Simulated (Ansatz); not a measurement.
Consider Ru.

Input file:

```
crystal:
  lattice:
    - [4.0629141836, 0.0, 0.0]
    - [-2.0314570918, 3.5185868964, 0.0]
    - [0.0, 0.0, 2.5539908227]
  atoms:
    - { symbol: Ru, position: [0.0, 0.0, 0.0] }
    - { symbol: Ru, position: [0.3333333333, 0.6666666667, 0.5] }
    - { symbol: Ru, position: [0.6666666667, 0.3333333333, 0.5] }
hamiltonian:
  xc: r2scan
  pseudopotentials:
    kind: paw
    azcp:
      Ru: "pseudopotentials/Ru.paw.azcp"
basis:
  ecutwfc: 500
  fft_grid_basis: typed
kpoints:
  mp_grid: { grid: [10, 10, 13], shift: [0, 0, 0] }
magnetization:
  spin_polarized: false
scf:
  occupations: { method: fermi_dirac, width: 0.1 }
  lower_state_search: "off"
output:
  stress: true
  write_density: true
  write_potential: true
  elf: true
  volumetric_format: npy
```

Run with:

```sh
ansatz run input.yaml --threads 1 --pin off --max-ram 3584MiB --backend cpu --events-out ev --progress --plain --runs-dir out
```

Below, planes, directions and counts refer to the conventional cell (a = 4.06 Å, b = 4.06 Å, c = 2.55 Å, α = 90.00°, β = 90.00°, γ = 120.00°).

Space group P6/mmm; set up as Ru, omega (AlB2-type); a generated structure, not necessarily the stable one; changed on purpose from its base cell (volume × 0.88); computed pressure about 55 GPa in this cell; computed without spin polarisation.

Computed with DFT, r2SCAN, plane waves (500 eV) with PAW, scalar-relativistic in Ansatz 0.2.0.

**What can the converged valence pseudo-density and electron localisation function tell about the bonding?**

Ru–Ru (2.35 Å): ρ at the midpoint is about 0.76 e/Å³; the ELF is about 0.35 at the midpoint.

**Does the calculation make it a metal, or give it a gap?**

It is gapless in this calculation (a metal or semimetal).

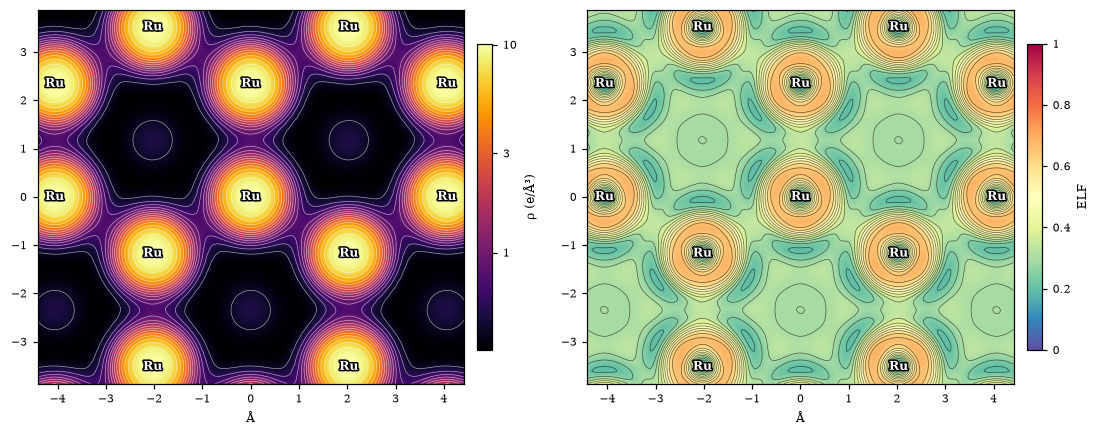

Computed valence pseudo-density and electron localisation function on the (001) plane of the conventional cell, in this order. 

In a PAW calculation such maps are meaningful between the atoms, not at the nuclei.
